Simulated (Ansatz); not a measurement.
**SiSe: density, localisation and related maps**

Input file:

```
crystal:
  lattice:
    - [3.667104, 0.0, 0.0]
    - [-1.833552, 3.1758006, 0.0]
    - [0.0, 0.0, 3.59873]
  atoms:
    - { symbol: Si, position: [0.66667, 0.33333, 0.5] }
    - { symbol: Se, position: [0.0, 0.0, 0.0] }
hamiltonian:
  xc: pbe
  pseudopotentials: { kind: paw }
kpoints:
  mp_grid: { grid: [7, 7, 6] }
scf:
  occupations: { method: fermi_dirac, width: 0.05 }
output:
  forces: true
  stress: true
  eigenvalues: true
  write_density: true
  write_potential: true
  elf: true
  volumetric_format: npy
```

Run with:

```sh
ansatz run input.yaml --threads 2 --pin off --max-ram 5632MiB --backend cpu --events-out ev --progress --plain --runs-dir out
```

Below, planes, directions and counts refer to the conventional cell (a = 3.67 Å, b = 3.67 Å, c = 3.60 Å, α = 90.00°, β = 90.00°, γ = 120.00°).

Space group P-6m2; a generated structure, not necessarily the stable one; computed pressure about −2 GPa in this cell.

The calculation used Ansatz 0.2.0, Kohn-Sham DFT of a periodic cell, PBE, Ansatz PAW.

In a PAW calculation such maps are meaningful between the atoms, not at the nuclei.

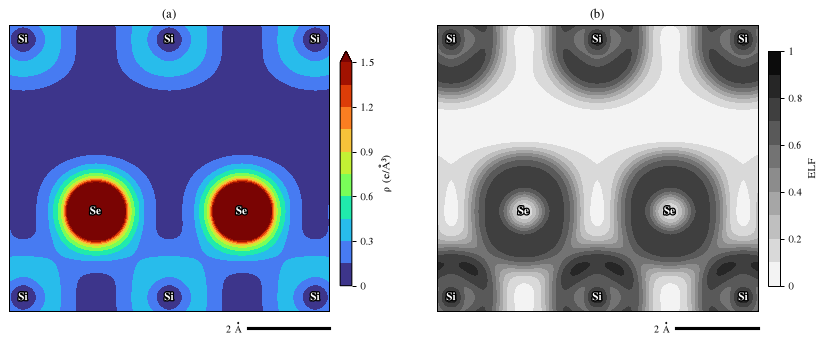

Figure 1. (a) valence charge density (pseudo); (b) ELF on the (110) plane of the conventional cell.

What does the map show?

The section cuts through Si and Se sites. Si–Se (2.78 Å): ρ is about 0.3 e/Å³ halfway; the ELF peaks at about 0.80 in the valence shell of Si, 0.8 Å from its nucleus, and drops to about 0.55 between the two atoms. Between the atoms the lowest density in this plane is 0.04 e/Å³.

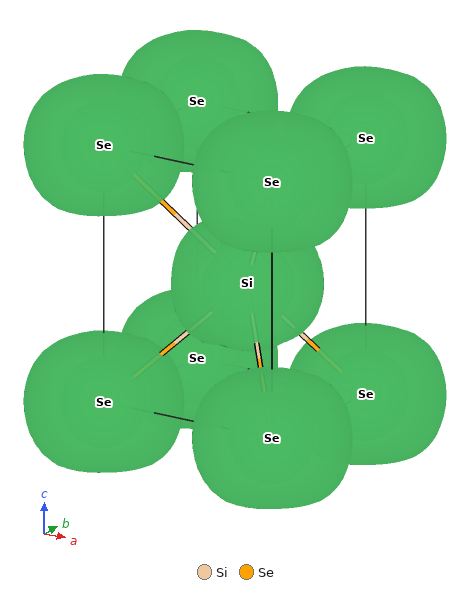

Figure 2. Isosurface of the electron localisation function at 0.7 (green), seen slightly off an axis. Core shells and regions of very low density are left out. Sticks mark near contacts.

Identify the bonds, lone pairs and shells in this picture.

At this value the surface marks out one region wrapped around Se (its valence shell), one region wrapped around Si (its valence shell) and one small core shell on Si, counted in one cell of 2 atoms. Regions shared between cells count once.

Metal or insulator at this level of theory?

It is gapless in this calculation (a metal or semimetal).
